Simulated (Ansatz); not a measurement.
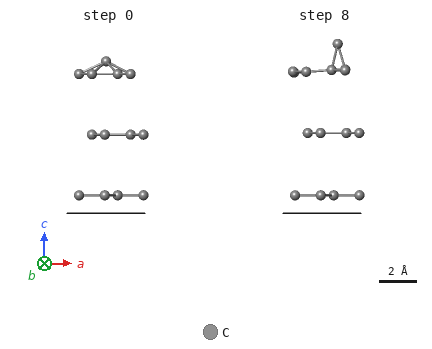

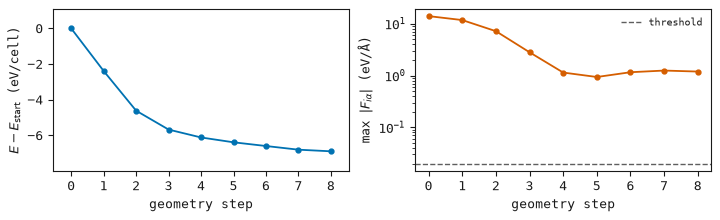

First and last geometry of a constrained relaxation of a slab of composition C (cut from the R-3m phase), with the history of the run. Style: ball-and-stick. Shown: the 1 × 2 repeat of the cell, outlined in the plane, without the vacuum (origin shifted), along the b axis.

Case: C put near a hollow C-C site. The slab is the (0 0 1) face of C with C on it. 8 atoms are held fixed.

These are results of DFT PBE+D3(BJ), scalar-relativistic, plane waves, PAW in Ansatz, not measurements. Set-up: plane-wave cutoff 420 eV; k-point mesh 6 × 6 × 1; occupations gaussian; smearing width 0.05 eV; collinear spin; dipole correction; atoms relaxed in a fixed cell; force threshold 0.02 eV/Å; at most 70 steps.

Read the history and describe the run.

Answer. The run was cut off at its time limit before the relaxation converged, so the last structure is only a point on the way. The energy falls by 6.895 eV per cell of the calculation in 8 geometry steps. Largest force component: 14 eV/Å at the start, 1.2 eV/Å at the end. The largest move is that of a C atom, 1.29 Å at 42° to the normal (+c side). The lattice vectors keep their values. Among the contacts that change: C–C 1.649 → 2.902 Å, C–C 1.619 → 2.635 Å, C–C 1.556 → 1.931 Å, C–C 1.525 → 1.472 Å. Bonds break, among them: C–C (1.65 → 2.90 Å). Among the angles between lasting bonds that change: C–C–C 152.5° → 113.1°, C–C–C 65.7° → 103.4°, C–C–C 153.2° → 117.7°. The program noted that the starting moments weren't kept.

```json
{"step": "0", "E − E(0), meV/atom": "0.00", "largest force component, eV/Å": "13.9701"}
{"step": "1", "E − E(0), meV/atom": "-95.56", "largest force component, eV/Å": "11.7247"}
{"step": "2", "E − E(0), meV/atom": "-184.67", "largest force component, eV/Å": "7.1580"}
{"step": "3", "E − E(0), meV/atom": "-227.03", "largest force component, eV/Å": "2.8053"}
{"step": "4", "E − E(0), meV/atom": "-244.72", "largest force component, eV/Å": "1.1398"}
{"step": "5", "E − E(0), meV/atom": "-255.58", "largest force component, eV/Å": "0.9360"}
{"step": "6", "E − E(0), meV/atom": "-263.91", "largest force component, eV/Å": "1.1569"}
{"step": "7", "E − E(0), meV/atom": "-272.14", "largest force component, eV/Å": "1.2458"}
{"step": "8", "E − E(0), meV/atom": "-275.78", "largest force component, eV/Å": "1.1911"}
```

Limits of the set-up: the periodic images lie only 4.9 Å apart, so the values are limited by the cell's size.
